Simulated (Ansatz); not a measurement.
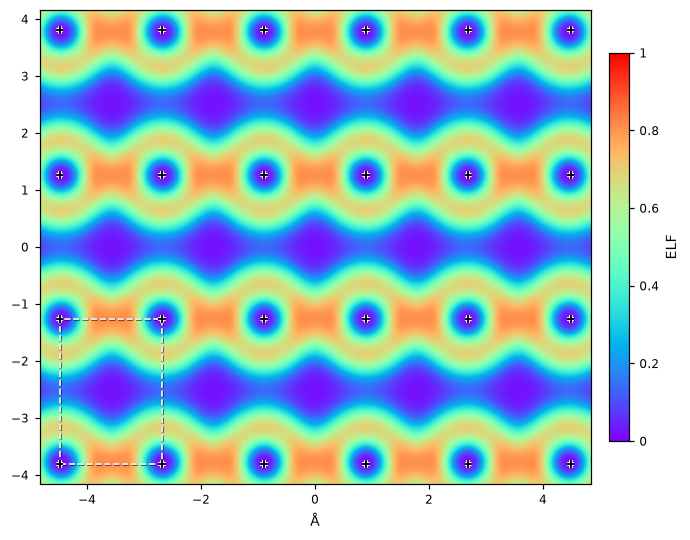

The ELF on a plane through atoms (crosses mark nuclei in the plane).

Theory: DFT, r2SCAN, plane waves (500 eV) with PAW, scalar-relativistic in Ansatz 0.2.0.

Candidates:
A. Be, a = 3.62 Å, b = 3.62 Å, c = 2.22 Å, α = 90.00°, β = 90.00°, γ = 120.00°. Space group P6/mmm; set up as Be, omega (AlB2-type); a generated structure, not necessarily the stable one; changed on purpose from its base cell (volume × 1.04); computed pressure about −4 GPa in this cell.
B. Co, a = 3.99 Å, b = 3.99 Å, c = 2.44 Å, α = 90.00°, β = 90.00°, γ = 120.00°. Space group P6/mmm; set up as Co, omega (AlB2-type); a generated structure, not necessarily the stable one; changed on purpose from its base cell (volume × 1.04); computed pressure about −8 GPa in this cell; spin-polarised.
C. C, a = 1.79 Å, b = 1.79 Å, c = 1.79 Å, α = 90.00°, β = 90.00°, γ = 90.00°. Space group Pm-3m; set up as C, simple cubic; a generated structure, not necessarily the stable one; changed on purpose from its base cell (volume × 1.04); computed pressure about −8 GPa in this cell.

Which system is this?

Candidate C: C on the (110) plane of the conventional cell, which holds C. C–C (1.79 Å): the ELF peaks at about 0.80 between the atoms.
